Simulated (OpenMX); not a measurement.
**A series of single points on MoS2**

System: MoS2 (P6₃/mmc, 6 atoms in the cell).
Method: Kohn-Sham DFT of a periodic cell, PBE, OpenMX 2013 PBE set, no spin polarisation (OpenMX 3.8.5).

The 7 runs differ only in the geometry, by an even scaling of the cell at fixed fractional positions. The structure derives from an entry of the Crystallography Open Database.

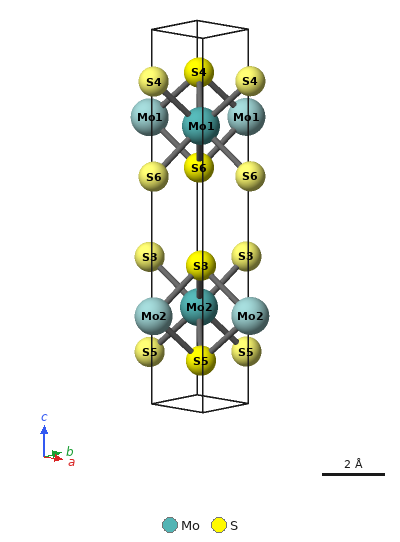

Figure 1. The structure of run 4 (ball-and-stick view of the cell of the calculation, seen at an oblique angle; neighbours outside the cell are drawn fainter; atoms are numbered from 1 in the order of the input). An atom can appear more than once, as a periodic image.

### Input of run 4
```
System.CurrrentDirectory             ./
System.Name                          MoS2
DATA.PATH                            ./DFT_DATA13
level.of.stdout                      1
level.of.fileout                     0
Species.Number                       2
<Definition.of.Atomic.Species
  Mo  Mo7.0-s3p2d1           Mo_PBE13
  S   S7.0-s2p2d1            S_PBE13
Definition.of.Atomic.Species>

Atoms.Number                         6
Atoms.SpeciesAndCoordinates.Unit     FRAC
<Atoms.SpeciesAndCoordinates
    1  Mo    0.6666666667    0.3333333333    0.7500000000   7.000  7.000
    2  Mo    0.3333333333    0.6666666667    0.2500000000   7.000  7.000
    3  S     0.6666666667    0.3333333333    0.3770000000   3.000  3.000
    4  S     0.3333333333    0.6666666667    0.8770000000   3.000  3.000
    5  S     0.6666666667    0.3333333333    0.1230000000   3.000  3.000
    6  S     0.3333333333    0.6666666667    0.6230000000   3.000  3.000
Atoms.SpeciesAndCoordinates>

Atoms.UnitVectors.Unit               Ang
<Atoms.UnitVectors
     3.1690000000    0.0000000000    0.0000000000
    -1.5845000000    2.7444345046    0.0000000000
     0.0000000000    0.0000000000   12.3240000000
Atoms.UnitVectors>

scf.XcType                           GGA-PBE
scf.SpinPolarization                 off
scf.ElectronicTemperature            580.226
scf.energycutoff                     400.0
scf.maxIter                          100
scf.EigenvalueSolver                 band
scf.Kgrid                            11 11 3
scf.Mixing.Type                      rmm-diisk
scf.Init.Mixing.Weight               0.05
scf.Min.Mixing.Weight                0.001
scf.Max.Mixing.Weight                0.3
scf.Mixing.History                   25
scf.Mixing.StartPulay                8
scf.criterion                        1.0e-8
scf.stress.tensor                    on
MD.Type                              nomd
Band.dispersion                      on
Band.Nkpath                          9
<Band.kpath
   10   0.000000  0.000000  0.000000    0.500000  0.000000  0.000000  G M
    6   0.500000  0.000000  0.000000    0.333333  0.333333  0.000000  M K
   11   0.333333  0.333333  0.000000    0.000000  0.000000  0.000000  K G
    4   0.000000  0.000000  0.000000    0.000000  0.000000  0.500000  G A
   10   0.000000  0.000000  0.500000    0.500000  0.000000  0.500000  A L
    6   0.500000  0.000000  0.500000    0.333333  0.333333  0.500000  L H
   11   0.333333  0.333333  0.500000    0.000000  0.000000  0.500000  H A
    4   0.500000  0.000000  0.500000    0.500000  0.000000  0.000000  L M
    4   0.333333  0.333333  0.000000    0.333333  0.333333  0.500000  K H
Band.kpath>
```

Command:
```bash
openmx MoS2.dat -nt 1 > MoS2.std
```

Run 2 has the same physical settings and fractional positions; its lattice vectors (Å) are:
```
   3.126170    0.000000    0.000000
  -1.563085    2.707343    0.000000
   0.000000    0.000000   12.157439
```

### Results, with one run withheld

```csv
run,volume per atom (Å³),"free energy per atom, from the lowest run given (meV)",gap on the mesh (eV)
1,16.792,85.02,0.87
2,17.149,?,?
3,17.507,27.71,0.91
4,17.864,11.48,0.93
5,18.221,2.49,0.95
6,18.578,0.00,0.96
7,18.936,3.39,0.97
```

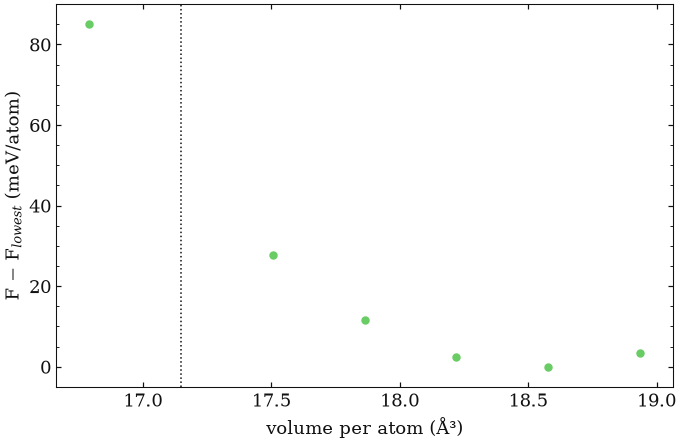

Figure 2. Free energy per atom of the runs given; the dotted line marks run 2.

Fit the runs given and predict run 2.

A cubic polynomial in V^(−2/3) (the Birch–Murnaghan form), fitted to the 6 runs given, misses them by at most 0.01 meV per atom. With x = V^(−2/3) − 0.14581 Å⁻², it reads F = 8.3788 + 5467.6 x + 8.908e+05 x² + 7.5235e+05 x³ (meV per atom). At run 2 it gives 51.97 meV per atom, and the run itself gives 51.94. The fit has its minimum at 18.545 Å³ per atom, where V d²F/dV² gives 138 GPa. Cell shape and fractional positions are held, so this is the stiffness under even scaling; the relaxed bulk modulus wasn't computed and can be far lower in a crystal of layers, chains or molecules like this one. The gap on the mesh goes, without turning, from 0.87 eV in run 1 to 0.97 eV in run 7; run 2 has 0.89 eV. These are gaps of this functional on this mesh, which can miss the band edges; they aren't the measured gap.

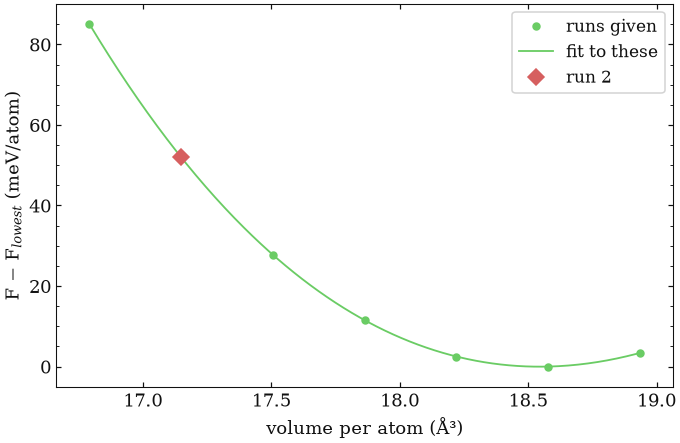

Figure 3. The fit and the withheld run.

### Some lines of the output (run 2)
```
[...]
  Cell_Volume =    694.375741545912 (Bohr^3)
        Total energy (Hartree) at MD = 1
   kloop=0
   kloop=1
   kloop=181
```

Notes: With a small basis of atomic orbitals these values can differ much from converged plane-wave results.
